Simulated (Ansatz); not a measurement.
Run report: Si216, geometry relaxation (part 4 of 4)

The same run, continued: Si216 (Fd-3m, 216 atoms in the cell); DFT, PBEsol, PAW, plane waves (Ansatz 0.2.0); cutoff 420 eV, 1×1×1 k-mesh, Fermi–Dirac smearing of 0.01 eV. The structure was built on a prototype by a generator.

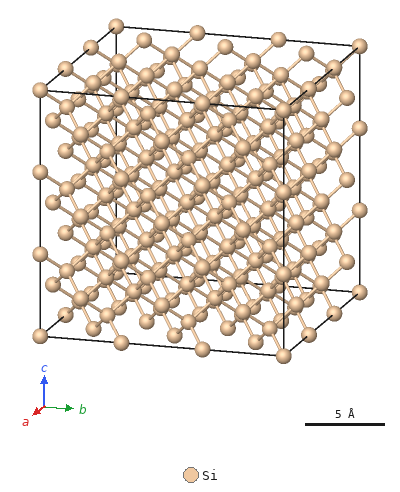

*The starting structure (ball-and-stick view of the cell of the calculation, seen slightly off an axis).*

Output, continued
```
    - { symbol: Si, position: [0.5833333333333333, 0.08333333333333333, 0.24999999999999997] }
    - { symbol: Si, position: [0.5833333333333333, 0.08333333333333333, 0.5833333333333333] }
    - { symbol: Si, position: [0.5833333333333333, 0.08333333333333333, 0.9166666666666664] }
    - { symbol: Si, position: [0.5833333333333333, 0.4166666666666666, 0.24999999999999997] }
    - { symbol: Si, position: [0.5833333333333333, 0.4166666666666666, 0.5833333333333333] }
    - { symbol: Si, position: [0.5833333333333333, 0.4166666666666666, 0.9166666666666664] }
    - { symbol: Si, position: [0.5833333333333333, 0.7499999999999998, 0.24999999999999997] }
    - { symbol: Si, position: [0.5833333333333333, 0.7499999999999998, 0.5833333333333333] }
    - { symbol: Si, position: [0.5833333333333333, 0.7499999999999998, 0.9166666666666664] }
    - { symbol: Si, position: [0.9166666666666664, 0.08333333333333333, 0.24999999999999997] }
    - { symbol: Si, position: [0.9166666666666664, 0.08333333333333333, 0.5833333333333333] }
    - { symbol: Si, position: [0.9166666666666664, 0.08333333333333333, 0.9166666666666664] }
    - { symbol: Si, position: [0.9166666666666664, 0.4166666666666666, 0.24999999999999997] }
    - { symbol: Si, position: [0.9166666666666664, 0.4166666666666666, 0.5833333333333333] }
    - { symbol: Si, position: [0.9166666666666664, 0.4166666666666666, 0.9166666666666664] }
    - { symbol: Si, position: [0.9166666666666664, 0.7499999999999998, 0.24999999999999997] }
    - { symbol: Si, position: [0.9166666666666664, 0.7499999999999998, 0.5833333333333333] }
    - { symbol: Si, position: [0.9166666666666664, 0.7499999999999998, 0.9166666666666664] }
    - { symbol: Si, position: [-3.5152309059581116e-37, 0.1666666666666666, 0.1666666666666666] }
    - { symbol: Si, position: [-1.0923465177017122e-36, 0.1666666666666666, 0.49999999999999994] }
    - { symbol: Si, position: [-6.706470284260455e-37, 0.1666666666666666, 0.8333333333333333] }
    - { symbol: Si, position: [-2.7062018604431832e-36, 0.49999999999999994, 0.1666666666666666] }
    - { symbol: Si, position: [-2.886278939647387e-36, 0.49999999999999994, 0.49999999999999994] }
    - { symbol: Si, position: [-2.00184974051788e-36, 0.49999999999999994, 0.8333333333333333] }
    - { symbol: Si, position: [-1.044477927027177e-36, 0.8333333333333333, 0.1666666666666666] }
    - { symbol: Si, position: [-2.1659706228305724e-36, 0.8333333333333333, 0.49999999999999994] }
    - { symbol: Si, position: [-1.283820880399853e-36, 0.8333333333333333, 0.8333333333333333] }
    - { symbol: Si, position: [0.33333333333333326, 0.1666666666666666, 0.1666666666666666] }
    - { symbol: Si, position: [0.33333333333333326, 0.1666666666666666, 0.49999999999999994] }
    - { symbol: Si, position: [0.33333333333333326, 0.1666666666666666, 0.8333333333333333] }
    - { symbol: Si, position: [0.33333333333333326, 0.49999999999999994, 0.1666666666666666] }
    - { symbol: Si, position: [0.33333333333333326, 0.49999999999999994, 0.49999999999999994] }
    - { symbol: Si, position: [0.33333333333333326, 0.49999999999999994, 0.8333333333333333] }
    - { symbol: Si, position: [0.33333333333333326, 0.8333333333333333, 0.1666666666666666] }
    - { symbol: Si, position: [0.33333333333333326, 0.8333333333333333, 0.49999999999999994] }
    - { symbol: Si, position: [0.33333333333333326, 0.8333333333333333, 0.8333333333333333] }
    - { symbol: Si, position: [0.6666666666666664, 0.1666666666666666, 0.1666666666666666] }
    - { symbol: Si, position: [0.6666666666666664, 0.1666666666666666, 0.49999999999999994] }
    - { symbol: Si, position: [0.6666666666666664, 0.1666666666666666, 0.8333333333333333] }
    - { symbol: Si, position: [0.6666666666666664, 0.49999999999999994, 0.1666666666666666] }
    - { symbol: Si, position: [0.6666666666666664, 0.49999999999999994, 0.49999999999999994] }
    - { symbol: Si, position: [0.6666666666666664, 0.49999999999999994, 0.8333333333333333] }
    - { symbol: Si, position: [0.6666666666666664, 0.8333333333333333, 0.1666666666666666] }
    - { symbol: Si, position: [0.6666666666666664, 0.8333333333333333, 0.49999999999999994] }
    - { symbol: Si, position: [0.6666666666666664, 0.8333333333333333, 0.8333333333333333] }
    - { symbol: Si, position: [0.08333333333333333, 0.24999999999999997, 0.24999999999999997] }
    - { symbol: Si, position: [0.08333333333333333, 0.24999999999999997, 0.5833333333333333] }
    - { symbol: Si, position: [0.08333333333333333, 0.24999999999999997, 0.9166666666666664] }
    - { symbol: Si, position: [0.08333333333333333, 0.5833333333333333, 0.24999999999999997] }
    - { symbol: Si, position: [0.08333333333333333, 0.5833333333333333, 0.5833333333333333] }
    - { symbol: Si, position: [0.08333333333333333, 0.5833333333333333, 0.9166666666666664] }
    - { symbol: Si, position: [0.08333333333333333, 0.9166666666666664, 0.24999999999999997] }
    - { symbol: Si, position: [0.08333333333333333, 0.9166666666666664, 0.5833333333333333] }
    - { symbol: Si, position: [0.08333333333333333, 0.9166666666666664, 0.9166666666666664] }
    - { symbol: Si, position: [0.4166666666666666, 0.24999999999999997, 0.24999999999999997] }
    - { symbol: Si, position: [0.4166666666666666, 0.24999999999999997, 0.5833333333333333] }
    - { symbol: Si, position: [0.4166666666666666, 0.24999999999999997, 0.9166666666666664] }
    - { symbol: Si, position: [0.4166666666666666, 0.5833333333333333, 0.24999999999999997] }
    - { symbol: Si, position: [0.4166666666666666, 0.5833333333333333, 0.5833333333333333] }
    - { symbol: Si, position: [0.4166666666666666, 0.5833333333333333, 0.9166666666666664] }
    - { symbol: Si, position: [0.4166666666666666, 0.9166666666666664, 0.24999999999999997] }
    - { symbol: Si, position: [0.4166666666666666, 0.9166666666666664, 0.5833333333333333] }
    - { symbol: Si, position: [0.4166666666666666, 0.9166666666666664, 0.9166666666666664] }
    - { symbol: Si, position: [0.7499999999999998, 0.24999999999999997, 0.24999999999999997] }
    - { symbol: Si, position: [0.7499999999999998, 0.24999999999999997, 0.5833333333333333] }
    - { symbol: Si, position: [0.7499999999999998, 0.24999999999999997, 0.9166666666666664] }
    - { symbol: Si, position: [0.7499999999999998, 0.5833333333333333, 0.24999999999999997] }
    - { symbol: Si, position: [0.7499999999999998, 0.5833333333333333, 0.5833333333333333] }
    - { symbol: Si, position: [0.7499999999999998, 0.5833333333333333, 0.9166666666666664] }
    - { symbol: Si, position: [0.7499999999999998, 0.9166666666666664, 0.24999999999999997] }
    - { symbol: Si, position: [0.7499999999999998, 0.9166666666666664, 0.5833333333333333] }
    - { symbol: Si, position: [0.7499999999999998, 0.9166666666666664, 0.9166666666666664] }
--- Löwdin populations: 216 sites ---
  site symbol       q [e]
     0     Si      3.9644
     1     Si      3.9644
     2     Si      3.9644
     3     Si      3.9644
     4     Si      3.9644
     5     Si      3.9644
     6     Si      3.9644
     7     Si      3.9644
     8     Si      3.9644
     9     Si      3.9644
    10     Si      3.9644
    11     Si      3.9644
    12     Si      3.9644
    13     Si      3.9644
    14     Si      3.9644
    15     Si      3.9644
    16     Si      3.9644
    17     Si      3.9644
    18     Si      3.9644
    19     Si      3.9644
    20     Si      3.9644
    21     Si      3.9644
    22     Si      3.9644
    23     Si      3.9644
    24     Si      3.9644
    25     Si      3.9644
    26     Si      3.9644
    27     Si      3.9644
    28     Si      3.9644
    29     Si      3.9644
    30     Si      3.9644
    31     Si      3.9644
    32     Si      3.9644
    33     Si      3.9644
    34     Si      3.9644
    35     Si      3.9644
    36     Si      3.9644
    37     Si      3.9644
    38     Si      3.9644
    39     Si      3.9644
    40     Si      3.9644
    41     Si      3.9644
    42     Si      3.9644
    43     Si      3.9644
    44     Si      3.9644
    45     Si      3.9644
    46     Si      3.9644
    47     Si      3.9644
    48     Si      3.9644
    49     Si      3.9644
    50     Si      3.9644
    51     Si      3.9644
    52     Si      3.9644
    53     Si      3.9644
    54     Si      3.9644
    55     Si      3.9644
    56     Si      3.9644
    57     Si      3.9644
    58     Si      3.9644
    59     Si      3.9644
    60     Si      3.9644
    61     Si      3.9644
    62     Si      3.9644
    63     Si      3.9644
    64     Si      3.9644
    65     Si      3.9644
    66     Si      3.9644
    67     Si      3.9644
    68     Si      3.9644
    69     Si      3.9644
    70     Si      3.9644
    71     Si      3.9644
    72     Si      3.9644
    73     Si      3.9644
    74     Si      3.9644
    75     Si      3.9644
    76     Si      3.9644
    77     Si      3.9644
    78     Si      3.9644
    79     Si      3.9644
    80     Si      3.9644
    81     Si      3.9644
    82     Si      3.9644
    83     Si      3.9644
    84     Si      3.9644
    85     Si      3.9644
    86     Si      3.9644
    87     Si      3.9644
    88     Si      3.9644
    89     Si      3.9644
    90     Si      3.9644
    91     Si      3.9644
    92     Si      3.9644
    93     Si      3.9644
    94     Si      3.9644
    95     Si      3.9644
    96     Si      3.9644
    97     Si      3.9644
    98     Si      3.9644
    99     Si      3.9644
   100     Si      3.9644
   101     Si      3.9644
   102     Si      3.9644
   103     Si      3.9644
   104     Si      3.9644
   105     Si      3.9644
   106     Si      3.9644
   107     Si      3.9644
   108     Si      3.9644
   109     Si      3.9644
   110     Si      3.9644
   111     Si      3.9644
   112     Si      3.9644
   113     Si      3.9644
   114     Si      3.9644
   115     Si      3.9644
   116     Si      3.9644
   117     Si      3.9644
   118     Si      3.9644
   119     Si      3.9644
   120     Si      3.9644
   121     Si      3.9644
   122     Si      3.9644
   123     Si      3.9644
   124     Si      3.9644
   125     Si      3.9644
   126     Si      3.9644
   127     Si      3.9644
   128     Si      3.9644
   129     Si      3.9644
   130     Si      3.9644
   131     Si      3.9644
   132     Si      3.9644
   133     Si      3.9644
   134     Si      3.9644
   135     Si      3.9644
   136     Si      3.9644
   137     Si      3.9644
   138     Si      3.9644
   139     Si      3.9644
   140     Si      3.9644
   141     Si      3.9644
   142     Si      3.9644
   143     Si      3.9644
   144     Si      3.9644
   145     Si      3.9644
   146     Si      3.9644
   147     Si      3.9644
   148     Si      3.9644
   149     Si      3.9644
   150     Si      3.9644
   151     Si      3.9644
   152     Si      3.9644
   153     Si      3.9644
   154     Si      3.9644
   155     Si      3.9644
   156     Si      3.9644
   157     Si      3.9644
   158     Si      3.9644
   159     Si      3.9644
   160     Si      3.9644
   161     Si      3.9644
   162     Si      3.9644
   163     Si      3.9644
   164     Si      3.9644
   165     Si      3.9644
   166     Si      3.9644
   167     Si      3.9644
   168     Si      3.9644
   169     Si      3.9644
   170     Si      3.9644
   171     Si      3.9644
   172     Si      3.9644
   173     Si      3.9644
   174     Si      3.9644
   175     Si      3.9644
   176     Si      3.9644
   177     Si      3.9644
   178     Si      3.9644
   179     Si      3.9644
   180     Si      3.9644
   181     Si      3.9644
   182     Si      3.9644
   183     Si      3.9644
   184     Si      3.9644
   185     Si      3.9644
   186     Si      3.9644
   187     Si      3.9644
   188     Si      3.9644
   189     Si      3.9644
   190     Si      3.9644
   191     Si      3.9644
   192     Si      3.9644
   193     Si      3.9644
   194     Si      3.9644
   195     Si      3.9644
   196     Si      3.9644
   197     Si      3.9644
   198     Si      3.9644
   199     Si      3.9644
   200     Si      3.9644
   201     Si      3.9644
   202     Si      3.9644
   203     Si      3.9644
   204     Si      3.9644
   205     Si      3.9644
   206     Si      3.9644
   207     Si      3.9644
   208     Si      3.9644
   209     Si      3.9644
   210     Si      3.9644
   211     Si      3.9644
   212     Si      3.9644
   213     Si      3.9644
   214     Si      3.9644
   215     Si      3.9644
  spilling = 0.008891 (of n_electrons = 864.000000)
```

Key numbers

```csv
quantity,value
outcome,converged
space group (tolerance 0.01 Å),Fd-3m (227)
electrons treated,864
free energy,−134240.2851 eV
Fermi energy,6.417 eV
pressure,0.01 GPa
largest force (length of the vector) at the end,under 0.001 eV/Å
final cell,"a = 16.302 Å, b = 16.302 Å, c = 16.302 Å, α = 90.00°, β = 90.00°, γ = 90.00°"
hardware,"8 CPU threads, shared host"
wall time,13 s (CPU time 20 s)
peak memory,3.3 GiB
```

Notes

The program warns: the structure was made exactly symmetric.
